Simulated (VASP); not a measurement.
```
CELL_PARAMETERS angstrom
6.49779 0.00000 0.00000
0.00000 6.82894 0.00000
0.00000 0.00000 6.82804
ATOMIC_POSITIONS crystal
Sn 0.75000 0.25000 0.25000
Sn 0.25000 0.75000 0.75000
Sn 0.25000 0.25000 0.25000
Sn 0.75000 0.75000 0.75000
Sn 0.00000 0.25000 0.75360
Sn 0.50000 0.75000 0.25360
Sn 0.00000 0.75000 0.24640
Sn 0.50000 0.25000 0.74640
O 0.24728 0.25000 0.55650
O 0.74728 0.75000 0.05650
O 0.25272 0.75000 0.05650
O 0.75272 0.25000 0.55650
O 0.00000 0.05650 0.24594
O 0.50000 0.55649 0.74594
O 0.00000 0.44350 0.24594
O 0.50000 0.94350 0.74594
O 0.50000 0.05650 0.25406
O 0.00000 0.55649 0.75406
O 0.24728 0.75000 0.44350
O 0.74728 0.25000 0.94350
O 0.50000 0.44351 0.25406
O 0.00000 0.94350 0.75406
O 0.25272 0.25000 0.94350
O 0.75272 0.75000 0.44350
```

Space group Imma; a structure from a database of computed crystals, not necessarily the ambient phase; computed pressure about −6 GPa in this cell.

Theory: Kohn-Sham DFT of a periodic cell, PBEsol, VASP PAW PBE potentials, recommended in VASP 6.6.1.

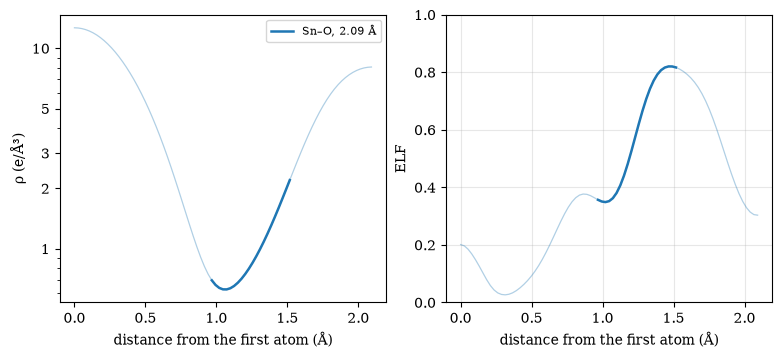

SnO₂. Valence pseudo-density and ELF along straight lines between neighbouring atoms. Thin, pale parts lie inside the atomic spheres.

Core electrons are frozen (PAW), and the valence fields are smoothed inside the atomic spheres.

Question: What can be read from the curves?

Answer: Sn–O (2.09 Å): ρ at the midpoint is about 0.63 e/Å³; the ELF peaks at about 0.80 in the valence shell of O, 0.6 Å from its nucleus, and drops to about 0.35 between the two atoms.
